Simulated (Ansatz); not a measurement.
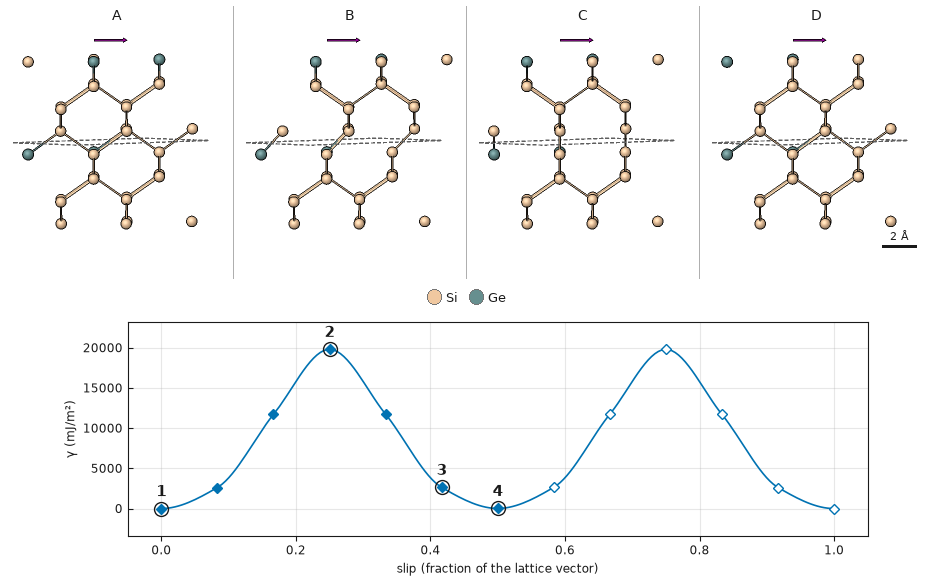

A scan of a crystal of Si₇Ge (P-43m): the crystal above a cut along the (1 0 0) plane of the conventional cell (between a plane of Ge/Si below and one of Si above, 1.38 Å apart) is slid rigidly by fractions of an in-plane lattice vector 7.73 Å long (a generalised stacking fault). One cut stands in each cell, which starts 10.9 Å high; nothing is relaxed, and the dashed outline marks the cut, the arrow on top the direction of slip. The frames are shuffled; the numbered points of the plot belong to them. Hollow markers are points alike by symmetry, not computed again. The picture is a ball-and-stick view of the layers on both sides of the cut, seen from the side, nearly along the cut plane.

Computed with Ansatz 0.2.0, DFT r2SCAN, scalar-relativistic, plane waves, PAW. Set-up: plane-wave cutoff 500 eV; k-point mesh 6 × 6 × 3; occupations gaussian; smearing width 0.05 eV; no spin polarisation. Energies (free energies at the smearing named) are counted from the relaxed crystal.

Q: Match the frames to the points.

A: Point 1 is frame D (the slip 0.00, 0 mJ/m²); 2 is frame C (the slip 0.25, 19802 mJ/m²); 3 is frame B (the slip 0.417, 2636 mJ/m²); 4 is frame A (the slip 0.50, 12 mJ/m²). The curve starts and ends at zero, since a full lattice vector restores the crystal. Its highest computed point is 19802 mJ/m² at slip 0.25 and 0.75. The local minimum at 0.50 (12 mJ/m²) is a metastable fault on this line; the lower of the two humps that part it from the perfect crystal is 19802 mJ/m² high. The path is symmetric about half-way. Relaxation across the fault would lower the values.
